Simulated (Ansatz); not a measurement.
## Single-point calculation, with input and output: Ge2H (part 2 of 2)

Ge2H (slab, 24 atoms in the cell); DFT PBE+D3(BJ), scalar-relativistic, plane waves, PAW, no spin polarisation (Ansatz 0.2.0); cutoff 420 eV, 3×3×1 k-mesh, Gaussian smearing of 0.1 eV. The structure derives from an entry of the Crystallography Open Database. It belongs to a series of runs on one base structure; here: the slab at its places in the relaxed adsorbed structure.

Geometry of the input (Å; fractional positions):
```
8.0601  0.0000  0.0000
-4.0301  6.9803  0.0000
0.0000  0.0000  28.4142
Ge 0.6667  0.3333  0.3354
Ge 0.6667  0.8333  0.3354
Ge 0.1667  0.3333  0.3354
Ge 0.1667  0.8333  0.3354
Ge 0.5000  0.5000  0.3643
Ge 0.5000  0.0000  0.3643
Ge 0.0000  0.5000  0.3643
Ge 0.0000  0.0000  0.3643
Ge -0.0016  0.4983  0.4508
Ge -0.0003  -0.0008  0.4505
Ge 0.5001  0.5012  0.4503
Ge 0.4982  -0.0007  0.4504
Ge 0.8327  0.6661  0.4784
Ge 0.8312  0.1639  0.4780
Ge 0.3321  0.6662  0.4781
Ge 0.3335  0.1684  0.4779
H  0.6664  0.3331  0.2807
H  0.6670  0.8342  0.2807
H  0.1663  0.3331  0.2807
H  0.1657  0.8320  0.2807
H  0.8311  0.6663  0.5331
H  0.8280  0.1584  0.5327
H  0.3351  0.6671  0.5327
H  0.3359  0.1726  0.5326
```

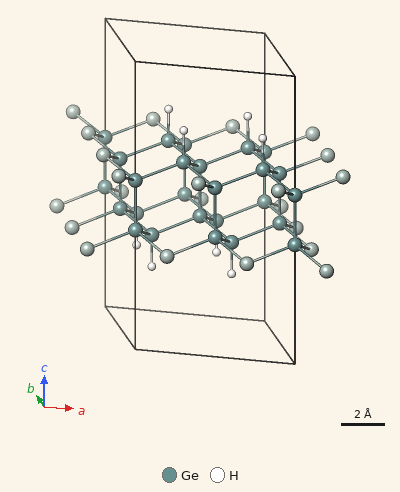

**Figure 1.** The structure as given in the input (ball-and-stick view of the cell of the calculation, with the vacuum cut short, seen slightly off an axis; neighbours outside the cell are drawn fainter). An atom can appear more than once, as a periodic image.

## Output, continued
```
  k-point 1: bands = ["-26.0248", "-26.0241", "-26.0090", "-25.9997", "-25.9975", "-25.9967", "-25.9933", "-25.9905", "-25.9610", "-25.9603", "-25.9579", "-25.9531", "-25.9457", "-25.9455", "-25.9339", "-25.9273", "-25.9242", "-25.9192", "-25.9027", "-25.9016", "-25.8987", "-25.8965", "-25.8919", "-25.8897", "-25.8892", "-25.8787", "-25.8610", "-25.8607", "-25.8547", "-25.8418", "-25.8405", "-25.8399", "-25.8339", "-25.8300", "-25.8295", "-25.8259", "-25.8251", "-25.8085", "-25.8065", "-25.8061", "-25.7982", "-25.7961", "-25.7911", "-25.7892", "-25.7795", "-25.7776", "-25.7768", "-25.7711", "-25.7669", "-25.7651", "-25.7615", "-25.7590", "-25.7548", "-25.7521", "-25.7386", "-25.7311", "-25.7273", "-25.7271", "-25.7204", "-25.7198", "-25.7171", "-25.7138", "-25.7099", "-25.7021", "-25.6946", "-25.6893", "-25.6866", "-25.6859", "-25.6827", "-25.6821", "-25.6796", "-25.6773", "-25.6413", "-25.6402", "-25.6390", "-25.6359", "-25.6343", "-25.6315", "-25.6206", "-25.6202", "-13.2009", "-12.3807", "-12.2276", "-11.6645", "-11.6626", "-11.4415", "-10.8192", "-10.8155", "-9.6603", "-9.6554", "-8.9984", "-8.4439", "-8.3998", "-8.3955", "-7.5959", "-6.6278", "-5.6467", "-5.6411", "-5.6129", "-4.9936", "-4.9872", "-4.8791", "-4.6802", "-4.6771", "-4.3507", "-3.9995", "-3.9952", "-3.6092", "-3.5673", "-3.5581", "-3.5551", "-3.5206", "-3.2035", "-2.8283", "-2.7026", "-2.0033", "-0.0098", "0.1564", "0.4357", "0.5665", "1.0605", "1.0710", "1.2391", "1.2469", "1.4330", "1.5804", "1.7066", "1.7118", "2.2298", "2.3859", "2.3882", "2.4882", "2.5595", "2.6114", "2.9953", "3.0005", "3.0420", "3.1007", "3.1801", "3.4734"]
  k-point 2: bands = ["-26.0249", "-26.0243", "-26.0085", "-25.9996", "-25.9980", "-25.9970", "-25.9924", "-25.9909", "-25.9611", "-25.9598", "-25.9584", "-25.9532", "-25.9457", "-25.9456", "-25.9336", "-25.9276", "-25.9241", "-25.9193", "-25.9027", "-25.9013", "-25.8987", "-25.8963", "-25.8920", "-25.8898", "-25.8891", "-25.8787", "-25.8611", "-25.8607", "-25.8545", "-25.8424", "-25.8408", "-25.8391", "-25.8337", "-25.8301", "-25.8298", "-25.8255", "-25.8252", "-25.8088", "-25.8064", "-25.8055", "-25.7976", "-25.7972", "-25.7910", "-25.7891", "-25.7789", "-25.7785", "-25.7769", "-25.7706", "-25.7673", "-25.7651", "-25.7608", "-25.7595", "-25.7543", "-25.7528", "-25.7384", "-25.7308", "-25.7275", "-25.7271", "-25.7204", "-25.7201", "-25.7167", "-25.7141", "-25.7100", "-25.7022", "-25.6947", "-25.6886", "-25.6871", "-25.6860", "-25.6826", "-25.6820", "-25.6795", "-25.6772", "-25.6415", "-25.6401", "-25.6389", "-25.6359", "-25.6344", "-25.6316", "-25.6204", "-25.6202", "-13.2008", "-12.3800", "-12.2276", "-11.6699", "-11.6593", "-11.4418", "-10.8200", "-10.8138", "-9.6578", "-9.6536", "-9.0004", "-8.4442", "-8.4066", "-8.3919", "-7.5938", "-6.6275", "-5.6440", "-5.6383", "-5.6174", "-4.9973", "-4.9855", "-4.8786", "-4.6796", "-4.6782", "-4.3530", "-4.0016", "-3.9987", "-3.6086", "-3.5679", "-3.5598", "-3.5468", "-3.5200", "-3.2025", "-2.8267", "-2.7024", "-2.0036", "-0.0101", "0.1554", "0.4337", "0.5674", "1.0550", "1.0609", "1.2472", "1.2513", "1.4391", "1.5873", "1.7027", "1.7158", "2.2268", "2.3817", "2.3953", "2.4790", "2.5589", "2.6076", "2.9939", "3.0064", "3.0431", "3.0996", "3.1765", "3.4722"]
  k-point 4: bands = ["-26.0252", "-26.0240", "-26.0082", "-25.9996", "-25.9984", "-25.9967", "-25.9919", "-25.9916", "-25.9611", "-25.9593", "-25.9588", "-25.9531", "-25.9459", "-25.9454", "-25.9334", "-25.9279", "-25.9238", "-25.9194", "-25.9027", "-25.9018", "-25.8983", "-25.8961", "-25.8925", "-25.8898", "-25.8888", "-25.8791", "-25.8609", "-25.8606", "-25.8546", "-25.8425", "-25.8404", "-25.8394", "-25.8338", "-25.8301", "-25.8297", "-25.8258", "-25.8249", "-25.8090", "-25.8065", "-25.8057", "-25.7984", "-25.7964", "-25.7909", "-25.7890", "-25.7799", "-25.7776", "-25.7765", "-25.7708", "-25.7674", "-25.7654", "-25.7603", "-25.7595", "-25.7537", "-25.7529", "-25.7385", "-25.7311", "-25.7278", "-25.7271", "-25.7208", "-25.7199", "-25.7163", "-25.7141", "-25.7099", "-25.7022", "-25.6946", "-25.6882", "-25.6877", "-25.6859", "-25.6834", "-25.6813", "-25.6787", "-25.6781", "-25.6413", "-25.6401", "-25.6385", "-25.6362", "-25.6344", "-25.6317", "-25.6205", "-25.6201", "-13.2009", "-12.3807", "-12.2276", "-11.6684", "-11.6588", "-11.4415", "-10.8203", "-10.8142", "-9.6595", "-9.6560", "-8.9986", "-8.4440", "-8.4044", "-8.3911", "-7.5958", "-6.6279", "-5.6460", "-5.6407", "-5.6141", "-4.9955", "-4.9844", "-4.8798", "-4.6803", "-4.6769", "-4.3507", "-3.9996", "-3.9955", "-3.6083", "-3.5689", "-3.5622", "-3.5492", "-3.5210", "-3.2037", "-2.8283", "-2.7025", "-2.0033", "-0.0102", "0.1561", "0.4350", "0.5667", "1.0596", "1.0694", "1.2378", "1.2524", "1.4310", "1.5824", "1.7047", "1.7129", "2.2290", "2.3814", "2.3953", "2.4856", "2.5597", "2.6117", "2.9927", "3.0042", "3.0419", "3.0994", "3.1796", "3.4734"]
```

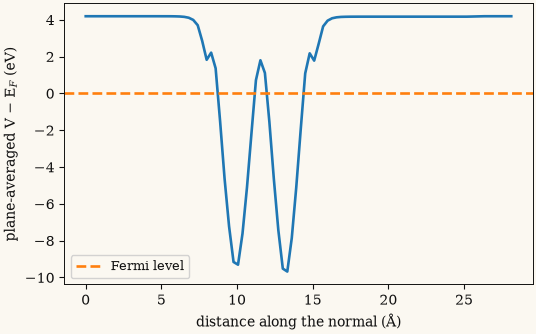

**Figure 2.** Plane average of the electrostatic potential energy of an electron across the cell, from the Fermi level. The vacuum level lies 4.17 eV above the Fermi level on the upper side and 4.19 eV on the lower.

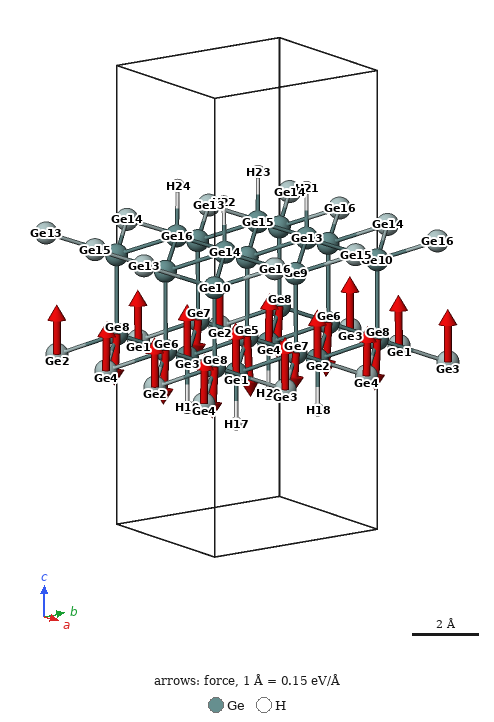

**Figure 3.** Forces on the atoms as red arrows (ball-and-stick view of the cell of the calculation, with the vacuum cut short, seen slightly off an axis; neighbours outside the cell are drawn fainter; atoms are numbered from 1 in the order of the input); the smallest are left out. The largest act on Ge5 (0.28 eV/Å); Ge6 (0.25 eV/Å); Ge3 (0.25 eV/Å); Ge1, Ge8 (0.24 eV/Å), among others. The geometry is not a stationary point of this energy.

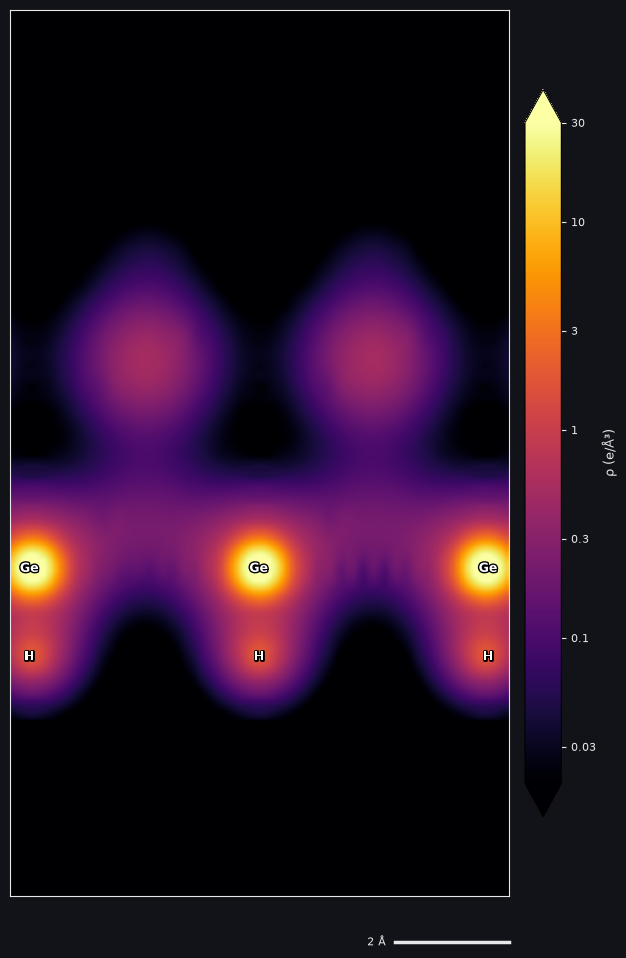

**Figure 4.** Valence electron density on the (100) plane of the calculation cell, a cut from vacuum to vacuum. Atoms in the plane: Ge and H. Ge–H (1.55 Å): ρ is about 0.98 e/Å³ halfway, with its minimum of 0.86 e/Å³ about 0.9 Å from Ge. The density dies away to nearly zero in the vacuum. In a PAW calculation such maps are meaningful between the atoms, not at the nuclei.

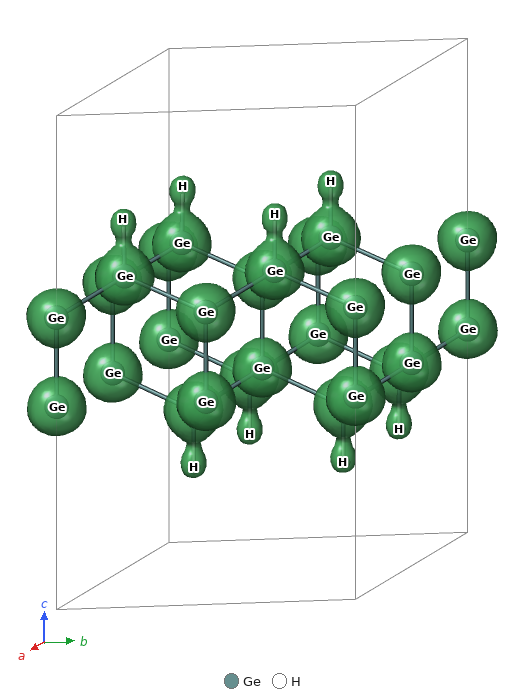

**Figure 5.** Isosurface of the valence charge density (pseudo) at 0.8 e/Å³ (green), seen slightly off an axis. Sticks mark near contacts. At this value the density breaks into separate islands; it holds about 70 % of the electrons treated as valence (semicore included). It is pinched off along the Ge–Ge (2.44 Å) contacts. On the grid the lowest density along these lines, outside the cores, is 0.91 e/Å³ (Ge–H, 1.55 Å) and 0.51 e/Å³ (Ge–Ge, 2.44 Å).

## Summary

```tsv
quantity	value
outcome	converged
electrons treated	232
free energy	−68848.1408 eV
work function, top face	4.17 eV
work function, bottom face	4.19 eV
Fermi energy	−1.193 eV
gap on the k-point mesh	0.68 eV
work function (upper face)	4.17 eV
largest force (length of the vector)	0.282 eV/Å
hardware	4 threads of Arm Neoverse V2, 24 GiB of memory available, shared host
wall time	38 s (CPU time 2.5 min)
peak memory	4.1 GiB
```
